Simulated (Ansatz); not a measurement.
Geometry relaxation, with input and output: WS₃ (part 1 of 2)

System: WS₃ (slab, 8 atoms in the cell).
Method: DFT PBEsol, scalar-relativistic, plane waves, PAW, no spin polarisation (Ansatz 0.2.0).

The structure derives from a Materials Project entry. The input holds or restrains some coordinates. Forces given for the steps count only the free coordinates. It belongs to a series of runs on one base structure; here: clean slab, lower half held.

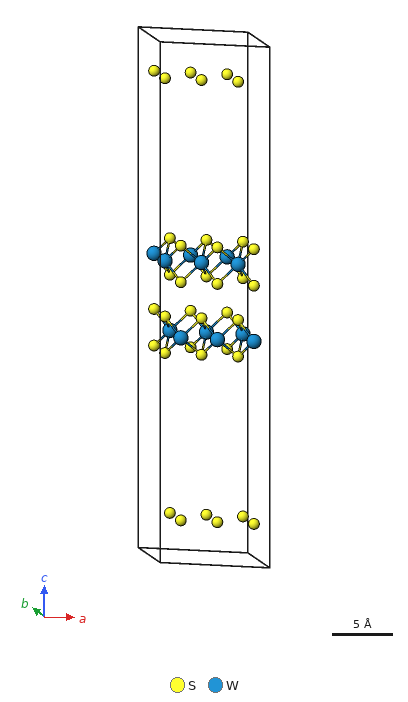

Fig. 1: The starting structure (ball-and-stick view of the 3 × 2 repeat of the cell, with the vacuum cut short, seen slightly off an axis). An atom can appear more than once, as a periodic image.

**Input**
```yaml
crystal:
  lattice:
    - [3.1458813763, 0.0, 0.0]
    - [-1.5729406882, 2.7244131892, 0.0]
    - [0.0, 0.0, 54.6583027773]
  atoms:
    - { symbol: S, position: [0.6666666667, 0.3333333333, 0.1555115978] }
    - { symbol: S, position: [0.3333333333, 0.6666666667, 0.4133103685] }
    - { symbol: W, position: [0.6666666667, 0.3333333333, 0.4419738566] }
    - { symbol: S, position: [0.3333333333, 0.6666666667, 0.4706586241] }
    - { symbol: S, position: [0.6666666667, 0.3333333333, 0.5293413759] }
    - { symbol: W, position: [0.3333333333, 0.6666666667, 0.5580261434] }
    - { symbol: S, position: [0.6666666667, 0.3333333333, 0.5866896315] }
    - { symbol: S, position: [0.3333333333, 0.6666666667, 0.8444884022] }
basis:
  ecutwfc: 420
kpoints:
  mp_grid: { grid: [9, 9, 1] }
hamiltonian:
  xc: pbesol
scf:
  occupations: { method: gaussian, width: 0.05 }
output:
  forces: true
  eigenvalues: true
  write_density: true
  write_potential: true
  elf: true
  volumetric_format: npy
relax:
  adjacent_minimum: "off"
  f_tol: 0.03
  max_steps: 70
  constraints: [{ sites: [0, 1, 2, 3] }]
efield:
  axis: 3
  dipole_correction: true
  ramp_width: 0.04
```

Launched with:
```bash
ansatz run input.yaml --threads 2 --pin off --max-ram 5120MiB --backend cpu --events-out ev --progress --plain --runs-dir out
```

**The program's output**
```
Engine: ansatz 0.2.0, x86_64-unknown-linux-gnu
Pseudopotentials: kind: paw
Pseudopotential: S, paw, valence charge 6, recommended cutoff 420 eV (normal), S.paw.azcp
Pseudopotential: W, paw, valence charge 14, recommended cutoff 420 eV (normal), W.paw.azcp
Functional definition: PBEsol
  exchange = pbesol_x
  correlation = pbesol_c
Crystal: 8 atoms, lattice volume = 468.459 Å³
Basis set: ecut = 420 eV, 9075 PW (Γ), exchange–correlation on 48×48×750 points (8 copies of the dense FFT grid, shifted against one another)
Bands: 40, of which v1, the nominal top of the filled ones, is band 32 counted from 1 (31 counted from 0)
Symmetry: 6 space group operations
k-points: 12 of 81 (time reversal used)
Non-local potential: S, projectors of the file, l = 0: 2, l = 1: 2, l = 2: 2
Non-local potential: W, projectors of the file, l = 0: 3, l = 1: 2, l = 2: 2, l = 3: 1
PAW form: soft (Blöchl's): semilocal exchange-correlation on the pseudo side does not see the compensation charge
PAW frozen core: S, regenerated for the run's functional, and the local potential with it (the file was generated under x = pbe(κ = 0.804, μ = 0.2195149727645171), c = pbe(β = 0.06672455060314922))
PAW frozen core: W, regenerated for the run's functional, and the local potential with it (the file was generated under x = pbe(κ = 0.804, μ = 0.2195149727645171), c = pbe(β = 0.06672455060314922))
PAW one-centre angular grid: S, 110 points (default); XC on 64 Gauss nodes
PAW one-centre angular grid: W, 590 points (default); XC on 64 Gauss nodes
Initial density: superposition of atomic densities (neutral atoms: chi_scale 0, normalization atom), corrected by the library's trained network
Initial wavefunctions: pseudopotential atomic-orbital guess
Functional: x = pbesol(κ = 0.804, μ = 0.12345679012345678), c = pbesol(β = 0.046)
SCF iter   1: F=—  HF=-25824.748484 eV  |F-HF|=—  |Δ(HF+E_count)|=         —  Δρ=1.84e-2  dr2=1.81e2  ethr=1.77e-3  p=0.000 e·Å  D=2.28e-13 V/Å  ΔV_dip=-0.00 eV  dr2_dipole=6.86e-8  V_vac-E_F(+/−)=6.63/6.63 eV  ⟨swp⟩=7.3  Hψ=2297  notcnv=0  defer=4
efield: sawtooth ramp at fractional position 0.9800 (placed from the atoms, in the widest stretch of the axis that holds none; the zero of the levels goes with the place), width 0.0400; the density the first Hamiltonian is built on has a dipole p = 0.000 e·Å; the dipole correction subtracts the counter field D = 2.28e-13 V/Å, which shifts the + side's vacuum level by -0.00 eV against the − side's; the planar-averaged density in the ramp window peaks in size at 1.2e-5 e/Å³
preconditioner: auto → LDOS  [metal: Δε(μ)=0.038 eV  Ē_g=7.710 eV  σ=0.050 eV  W_gap=0.38  n_scr=34 (ndim 8)  ℏωp=11.9 eV  f_vac=0.619  D(μ)=3.20/eV (n_scr^D=18)  β→1.0]
SCF iter   2: F=—  HF=-28088.689982 eV  |F-HF|=—  |Δ(HF+E_count)|=    2.26e3  Δρ=1.65e-1  dr2=1.38e4  ethr=1.77e-3  p=-0.014 e·Å  D=-5.58e-3 V/Å  ΔV_dip=0.31 eV  dr2_dipole=1.06e-4  V_vac-E_F(+/−)=193.92/193.61 eV  ⟨swp⟩=19.2  Hψ=5129  notcnv=0  defer=71  recentre
SCF iter   3: F=—  HF=-25947.960263 eV  |F-HF|=—  |Δ(HF+E_count)|=    2.14e3  Δρ=1.51e-1  dr2=1.14e4  ethr=1.77e-3  p=-0.001 e·Å  D=-2.07e-4 V/Å  ΔV_dip=0.01 eV  dr2_dipole=1.97e-7  V_vac-E_F(+/−)=21.41/21.39 eV  ⟨swp⟩=8.2  Hψ=1574  notcnv=0  defer=25
SCF iter   4: F=—  HF=-25881.607773 eV  |F-HF|=—  |Δ(HF+E_count)|=    6.64e1  Δρ=1.02e-1  dr2=5.45e3  ethr=1.77e-3  p=-0.000 e·Å  D=-1.91e-4 V/Å  ΔV_dip=0.01 eV  dr2_dipole=3.89e-7  V_vac-E_F(+/−)=15.50/15.49 eV  ⟨swp⟩=2.8  Hψ=615  notcnv=0  defer=33
SCF iter   5: F=—  HF=-25951.891649 eV  |F-HF|=—  |Δ(HF+E_count)|=    7.03e1  Δρ=1.52e-1  dr2=1.14e4  ethr=1.77e-3  p=-0.001 e·Å  D=-4.33e-4 V/Å  ΔV_dip=0.02 eV  dr2_dipole=9.24e-7  V_vac-E_F(+/−)=21.52/21.49 eV  ⟨swp⟩=5.3  Hψ=910  notcnv=0  defer=27
SCF iter   6: F=—  HF=-25961.024149 eV  |F-HF|=—  |Δ(HF+E_count)|=    9.13e0  Δρ=1.54e-1  dr2=1.14e4  ethr=1.77e-3  p=-0.003 e·Å  D=-1.34e-3 V/Å  ΔV_dip=0.07 eV  dr2_dipole=1.30e-5  V_vac-E_F(+/−)=21.63/21.56 eV  ⟨swp⟩=2.8  Hψ=769  notcnv=0  defer=31
SCF iter   7: F=—  HF=-25829.041950 eV  |F-HF|=—  |Δ(HF+E_count)|=    1.32e2  Δρ=1.05e-1  dr2=5.14e3  ethr=1.77e-3  p=-0.003 e·Å  D=-9.91e-4 V/Å  ΔV_dip=0.05 eV  dr2_dipole=5.73e-4  V_vac-E_F(+/−)=8.39/8.33 eV  ⟨swp⟩=4.6  Hψ=995  notcnv=0  defer=32
SCF iter   8: F=—  HF=-25882.877732 eV  |F-HF|=—  |Δ(HF+E_count)|=    5.38e1  Δρ=1.12e-1  dr2=6.26e3  ethr=1.77e-3  p=-0.002 e·Å  D=-8.68e-4 V/Å  ΔV_dip=0.05 eV  dr2_dipole=3.48e-6  V_vac-E_F(+/−)=15.08/15.03 eV  ⟨swp⟩=4.2  Hψ=711  notcnv=0  defer=27
SCF iter   9: F=—  HF=-25846.808080 eV  |F-HF|=—  |Δ(HF+E_count)|=    3.61e1  Δρ=5.11e-2  dr2=1.67e3  ethr=1.77e-3  p=0.004 e·Å  D=1.70e-3 V/Å  ΔV_dip=-0.09 eV  dr2_dipole=2.52e-1  V_vac-E_F(+/−)=-0.10/-0.00 eV  ⟨swp⟩=15.2  Hψ=3769  notcnv=0  defer=10
SCF iter  10: F=—  HF=-25824.942444 eV  |F-HF|=—  |Δ(HF+E_count)|=    2.19e1  Δρ=1.78e-2  dr2=1.86e2  ethr=1.77e-3  p=0.001 e·Å  D=4.78e-4 V/Å  ΔV_dip=-0.03 eV  dr2_dipole=8.90e-3  V_vac-E_F(+/−)=6.09/6.11 eV  ⟨swp⟩=2.4  Hψ=740  notcnv=0  defer=15
SCF iter  11: F=—  HF=-25823.865428 eV  |F-HF|=—  |Δ(HF+E_count)|=    1.08e0  Δρ=5.28e-3  dr2=3.31e-1  ethr=1.77e-3  p=0.014 e·Å  D=5.51e-3 V/Å  ΔV_dip=-0.30 eV  dr2_dipole=1.81e-1  V_vac-E_F(+/−)=4.53/4.82 eV  ⟨swp⟩=1.5  Hψ=595  notcnv=0  defer=21
SCF iter  12: F=—  HF=-25823.836888 eV  |F-HF|=—  |Δ(HF+E_count)|=   2.85e-2  Δρ=3.29e-3  dr2=1.99e-1  ethr=5.17e-4  p=0.013 e·Å  D=5.09e-3 V/Å  ΔV_dip=-0.28 eV  dr2_dipole=5.50e-3  V_vac-E_F(+/−)=4.83/5.10 eV  ⟨swp⟩=2.2  Hψ=643  notcnv=0  defer=22
SCF iter  13: F=—  HF=-25823.825269 eV  |F-HF|=—  |Δ(HF+E_count)|=   1.16e-2  Δρ=2.88e-3  dr2=2.08e-1  ethr=3.11e-4  p=0.011 e·Å  D=4.37e-3 V/Å  ΔV_dip=-0.24 eV  dr2_dipole=5.57e-2  V_vac-E_F(+/−)=5.23/5.46 eV  ⟨swp⟩=2.9  Hψ=801  notcnv=0  defer=23
SCF iter  14: F=—  HF=-25823.803721 eV  |F-HF|=—  |Δ(HF+E_count)|=   2.15e-2  Δρ=2.01e-3  dr2=1.48e-1  ethr=3.11e-4  p=0.009 e·Å  D=3.59e-3 V/Å  ΔV_dip=-0.20 eV  dr2_dipole=1.58e-1  V_vac-E_F(+/−)=5.59/5.78 eV  ⟨swp⟩=2.5  Hψ=668  notcnv=0  defer=23
SCF iter  15: F=—  HF=-25823.797781 eV  |F-HF|=—  |Δ(HF+E_count)|=   5.94e-3  Δρ=1.75e-3  dr2=1.29e-1  ethr=2.32e-4  p=0.008 e·Å  D=3.08e-3 V/Å  ΔV_dip=-0.17 eV  dr2_dipole=1.54e-1  V_vac-E_F(+/−)=5.82/5.98 eV  ⟨swp⟩=1.1  Hψ=571  notcnv=0  defer=19
SCF iter  16: F=—  HF=-25823.791306 eV  |F-HF|=—  |Δ(HF+E_count)|=   6.48e-3  Δρ=1.45e-3  dr2=7.64e-2  ethr=2.01e-4  p=0.005 e·Å  D=1.90e-3 V/Å  ΔV_dip=-0.10 eV  dr2_dipole=5.81e-2  V_vac-E_F(+/−)=6.29/6.39 eV  ⟨swp⟩=1.0  Hψ=458  notcnv=0  defer=19
SCF iter  17: F=—  HF=-25823.789260 eV  |F-HF|=—  |Δ(HF+E_count)|=   2.05e-3  Δρ=6.03e-4  dr2=4.17e-2  ethr=1.19e-4  p=-0.001 e·Å  D=-5.28e-4 V/Å  ΔV_dip=0.03 eV  dr2_dipole=4.32e-4  V_vac-E_F(+/−)=7.27/7.24 eV  ⟨swp⟩=2.1  Hψ=512  notcnv=0  defer=19
SCF iter  18: F=—  HF=-25823.788480 eV  |F-HF|=—  |Δ(HF+E_count)|=   7.81e-4  Δρ=4.45e-4  dr2=3.84e-2  ethr=6.51e-5  p=-0.000 e·Å  D=-2.02e-5 V/Å  ΔV_dip=0.00 eV  dr2_dipole=5.42e-4  V_vac-E_F(+/−)=7.03/7.03 eV  ⟨swp⟩=1.4  Hψ=573  notcnv=0  defer=19
SCF iter  19: F=—  HF=-25823.773910 eV  |F-HF|=—  |Δ(HF+E_count)|=   1.46e-2  Δρ=5.04e-4  dr2=1.95e-2  ethr=6.00e-5  p=0.000 e·Å  D=1.69e-4 V/Å  ΔV_dip=-0.01 eV  dr2_dipole=2.72e-4  V_vac-E_F(+/−)=6.94/6.95 eV  ⟨swp⟩=2.0  Hψ=535  notcnv=0  defer=19
SCF iter  20: F=—  HF=-25823.874276 eV  |F-HF|=—  |Δ(HF+E_count)|=   1.00e-1  Δρ=5.21e-3  dr2=1.22e1  ethr=3.05e-5  p=0.000 e·Å  D=5.36e-5 V/Å  ΔV_dip=-0.00 eV  dr2_dipole=7.95e-2  V_vac-E_F(+/−)=6.95/6.95 eV  ⟨swp⟩=2.2  Hψ=709  notcnv=0  defer=20
SCF iter  21: F=—  HF=-25823.774445 eV  |F-HF|=—  |Δ(HF+E_count)|=   9.98e-2  Δρ=3.20e-4  dr2=2.00e-2  ethr=3.05e-5  p=0.000 e·Å  D=3.74e-7 V/Å  ΔV_dip=-0.00 eV  dr2_dipole=2.50e-4  V_vac-E_F(+/−)=7.02/7.02 eV  ⟨swp⟩=1.8  Hψ=658  notcnv=0  defer=18
SCF iter  22: F=—  HF=-25823.771615 eV  |F-HF|=—  |Δ(HF+E_count)|=   2.83e-3  Δρ=5.25e-4  dr2=2.97e-2  ethr=3.05e-5  p=0.000 e·Å  D=4.66e-6 V/Å  ΔV_dip=-0.00 eV  dr2_dipole=6.57e-4  V_vac-E_F(+/−)=7.01/7.01 eV  ⟨swp⟩=2.0  Hψ=630  notcnv=0  defer=20
SCF iter  23: F=—  HF=-25823.770770 eV  |F-HF|=—  |Δ(HF+E_count)|=   8.44e-4  Δρ=2.62e-4  dr2=1.78e-2  ethr=3.05e-5  p=-0.000 e·Å  D=-1.09e-5 V/Å  ΔV_dip=0.00 eV  dr2_dipole=4.51e-4  V_vac-E_F(+/−)=7.02/7.02 eV  ⟨swp⟩=2.0  Hψ=534  notcnv=0  defer=20
SCF iter  24: F=—  HF=-25823.771105 eV  |F-HF|=—  |Δ(HF+E_count)|=   3.34e-4  Δρ=2.41e-4  dr2=1.57e-2  ethr=2.78e-5  p=-0.000 e·Å  D=-9.67e-6 V/Å  ΔV_dip=0.00 eV  dr2_dipole=3.93e-5  V_vac-E_F(+/−)=7.02/7.02 eV  ⟨swp⟩=1.0  Hψ=576  notcnv=0  defer=19
SCF iter  25: F=—  HF=-25823.771780 eV  |F-HF|=—  |Δ(HF+E_count)|=   6.75e-4  Δρ=2.31e-4  dr2=1.58e-2  ethr=2.46e-5  p=-0.000 e·Å  D=-5.90e-6 V/Å  ΔV_dip=0.00 eV  dr2_dipole=1.29e-5  V_vac-E_F(+/−)=7.02/7.02 eV  ⟨swp⟩=1.0  Hψ=446  notcnv=0  defer=19
SCF iter  26: F=—  HF=-25823.772238 eV  |F-HF|=—  |Δ(HF+E_count)|=   4.58e-4  Δρ=2.21e-4  dr2=1.65e-2  ethr=2.46e-5  p=-0.000 e·Å  D=-1.45e-5 V/Å  ΔV_dip=0.00 eV  dr2_dipole=7.64e-6  V_vac-E_F(+/−)=7.03/7.02 eV  ⟨swp⟩=1.0  Hψ=446  notcnv=0  defer=19
SCF iter  27: F=—  HF=-25823.771362 eV  |F-HF|=—  |Δ(HF+E_count)|=   8.76e-4  Δρ=2.04e-4  dr2=1.58e-2  ethr=2.46e-5  p=-0.000 e·Å  D=-1.91e-5 V/Å  ΔV_dip=0.00 eV  dr2_dipole=1.37e-5  V_vac-E_F(+/−)=7.03/7.03 eV  ⟨swp⟩=1.1  Hψ=447  notcnv=0  defer=19
SCF iter  28: F=—  HF=-25823.770670 eV  |F-HF|=—  |Δ(HF+E_count)|=   6.92e-4  Δρ=1.96e-4  dr2=1.50e-2  ethr=2.46e-5  p=-0.000 e·Å  D=-1.79e-5 V/Å  ΔV_dip=0.00 eV  dr2_dipole=1.57e-5  V_vac-E_F(+/−)=7.03/7.03 eV  ⟨swp⟩=1.1  Hψ=447  notcnv=0  defer=19
SCF iter  29: F=—  HF=-25823.769351 eV  |F-HF|=—  |Δ(HF+E_count)|=   1.32e-3  Δρ=1.87e-4  dr2=9.51e-3  ethr=2.34e-5  p=-0.000 e·Å  D=-5.83e-6 V/Å  ΔV_dip=0.00 eV  dr2_dipole=6.47e-7  V_vac-E_F(+/−)=7.02/7.02 eV  ⟨swp⟩=1.1  Hψ=568  notcnv=0  defer=19
SCF iter  30: F=—  HF=-25823.769445 eV  |F-HF|=—  |Δ(HF+E_count)|=   9.44e-5  Δρ=2.13e-4  dr2=1.02e-2  ethr=1.49e-5  p=-0.000 e·Å  D=-4.69e-6 V/Å  ΔV_dip=0.00 eV  dr2_dipole=1.42e-5  V_vac-E_F(+/−)=7.02/7.02 eV  ⟨swp⟩=1.1  Hψ=458  notcnv=0  defer=19
SCF iter  31: F=—  HF=-25823.769022 eV  |F-HF|=—  |Δ(HF+E_count)|=   4.24e-4  Δρ=6.78e-5  dr2=2.31e-4  ethr=1.49e-5  p=-0.000 e·Å  D=-4.34e-6 V/Å  ΔV_dip=0.00 eV  dr2_dipole=3.89e-6  V_vac-E_F(+/−)=7.02/7.02 eV  ⟨swp⟩=1.0  Hψ=446  notcnv=0  defer=19
SCF iter  32: F=—  HF=-25823.769014 eV  |F-HF|=—  |Δ(HF+E_count)|=   7.99e-6  Δρ=5.30e-5  dr2=1.96e-4  ethr=3.61e-7  p=-0.000 e·Å  D=-2.24e-6 V/Å  ΔV_dip=0.00 eV  dr2_dipole=2.34e-6  V_vac-E_F(+/−)=7.02/7.02 eV  ⟨swp⟩=1.2  Hψ=496  notcnv=0  defer=19
SCF iter  33: F=—  HF=-25823.769006 eV  |F-HF|=—  |Δ(HF+E_count)|=   7.22e-6  Δρ=3.59e-5  dr2=1.26e-4  ethr=3.07e-7  p=-0.000 e·Å  D=-4.06e-7 V/Å  ΔV_dip=0.00 eV  dr2_dipole=3.36e-6  V_vac-E_F(+/−)=7.02/7.02 eV  ⟨swp⟩=1.6  Hψ=482  notcnv=0  defer=19
SCF iter  34: F=—  HF=-25823.769038 eV  |F-HF|=—  |Δ(HF+E_count)|=   3.13e-5  Δρ=5.80e-5  dr2=1.48e-3  ethr=1.97e-7  p=0.000 e·Å  D=4.43e-7 V/Å  ΔV_dip=-0.00 eV  dr2_dipole=9.57e-7  V_vac-E_F(+/−)=7.02/7.02 eV  ⟨swp⟩=1.0  Hψ=446  notcnv=0  defer=19  recentre
SCF iter  35: F=—  HF=-25823.769056 eV  |F-HF|=—  |Δ(HF+E_count)|=   1.86e-5  Δρ=8.16e-5  dr2=2.25e-3  ethr=1.97e-7  p=-0.000 e·Å  D=-8.26e-7 V/Å  ΔV_dip=0.00 eV  dr2_dipole=3.55e-7  V_vac-E_F(+/−)=7.02/7.02 eV  ⟨swp⟩=1.0  Hψ=539  notcnv=0  defer=19
SCF iter  36: F=—  HF=-25823.769015 eV  |F-HF|=—  |Δ(HF+E_count)|=   4.18e-5  Δρ=3.73e-5  dr2=5.28e-4  ethr=1.97e-7  p=0.000 e·Å  D=3.92e-7 V/Å  ΔV_dip=-0.00 eV  dr2_dipole=2.14e-7  V_vac-E_F(+/−)=7.02/7.02 eV  ⟨swp⟩=1.0  Hψ=446  notcnv=0  defer=19
SCF iter  37: F=-25823.768984 eV  HF=-25823.769003 eV  |F-HF|=1.84e-5  |Δ(HF+E_count)|=   1.16e-5  Δρ=7.56e-6  dr2=1.83e-5  ethr=3.52e-8  p=0.000 e·Å  D=6.60e-8 V/Å  ΔV_dip=-0.00 eV  dr2_dipole=2.16e-7  V_vac-E_F(+/−)=7.02/7.02 eV  ⟨swp⟩=18.2  Hψ=4738  notcnv=0
SCF 1 converged in 37 iterations: F = -25823.768984 eV  dr2 = 1.83e-5
  greatest PAW one-centre occupation: 1.000 electrons in one spin orbital (limit 2), on the W atom at site 5 (counted from 0), in its partial waves of l = 0
relax step   1: F+E_penalty+E_count = -25823.76898448 eV  Δ(F+E_penalty+E_count) = +0.000e0 eV  max|allowed force component| = 1.931e-2 eV/Å  Δτ_max = 0.0000 Å  (37 SCF iters, dr2 threshold 2.25e-5 eV, accepted)
Initial density: handed on by an earlier stage of this run
Initial wavefunctions: those handed on with the density
iter 1 solved again at ethr=2.88e-8 eV; its pass at ethr=3.10e-3 eV (dr2=1.84e-5 eV) is discarded
SCF iter   1: F=—  HF=-25823.769024 eV  |F-HF|=—  |Δ(HF+E_count)|=         —  Δρ=7.54e-6  dr2=1.84e-5  ethr=2.88e-8  p=0.000 e·Å  D=6.60e-8 V/Å  ΔV_dip=-0.00 eV  dr2_dipole=2.16e-7  V_vac-E_F(+/−)=7.02/7.02 eV  ⟨swp⟩=1.0  Hψ=1248  notcnv=0
efield: sawtooth ramp at fractional position 0.9800 (handed on by an earlier solve), width 0.0400; the density the first Hamiltonian is built on has a dipole p = 0.000 e·Å; the dipole correction subtracts the counter field D = 6.60e-8 V/Å, which shifts the + side's vacuum level by -0.00 eV against the − side's; the planar-averaged density in the ramp window peaks in size at 1.0e-6 e/Å³
preconditioner: auto → LDOS  [metal: Δε(μ)=0.021 eV  Ē_g=7.679 eV  σ=0.050 eV  W_gap=0.23  n_scr=34 (ndim 8)  ℏωp=11.9 eV  f_vac=0.619  D(μ)=12.94/eV (n_scr^D=38)  β→1.0]
SCF iter   2: F=—  HF=-25823.769003 eV  |F-HF|=—  |Δ(HF+E_count)|=   2.11e-5  Δρ=4.86e-6  dr2=1.02e-6  ethr=2.87e-8  p=0.000 e·Å  D=4.68e-8 V/Å  ΔV_dip=-0.00 eV  dr2_dipole=2.78e-9  V_vac-E_F(+/−)=7.02/7.02 eV  ⟨swp⟩=1.0  Hψ=446  notcnv=0
SCF iter   3: F=—  HF=-25823.769003 eV  |F-HF|=—  |Δ(HF+E_count)|=   8.47e-7  Δρ=1.37e-5  dr2=8.70e-6  ethr=1.56e-10  p=0.000 e·Å  D=3.94e-9 V/Å  ΔV_dip=-0.00 eV  dr2_dipole=1.47e-7  V_vac-E_F(+/−)=7.02/7.02 eV  ⟨swp⟩=15.1  Hψ=4849  notcnv=0
SCF iter   4: F=-25823.769003 eV  HF=-25823.769003 eV  |F-HF|=3.50e-8  |Δ(HF+E_count)|=   8.28e-7  Δρ=1.39e-6  dr2=2.20e-8  ethr=1.56e-10  p=0.000 e·Å  D=8.74e-9 V/Å  ΔV_dip=-0.00 eV  dr2_dipole=2.06e-8  V_vac-E_F(+/−)=7.02/7.02 eV  ⟨swp⟩=11.8  Hψ=4425  notcnv=0
SCF 2 converged in 4 iterations: F = -25823.769003 eV  dr2 = 2.20e-8
relax step   2: F+E_penalty+E_count = -25823.76900251 eV  Δ(F+E_penalty+E_count) = -1.803e-5 eV  max|allowed force component| = 1.888e-2 eV/Å  Δτ_max = 0.0000 Å  (4 SCF iters, accepted)
```
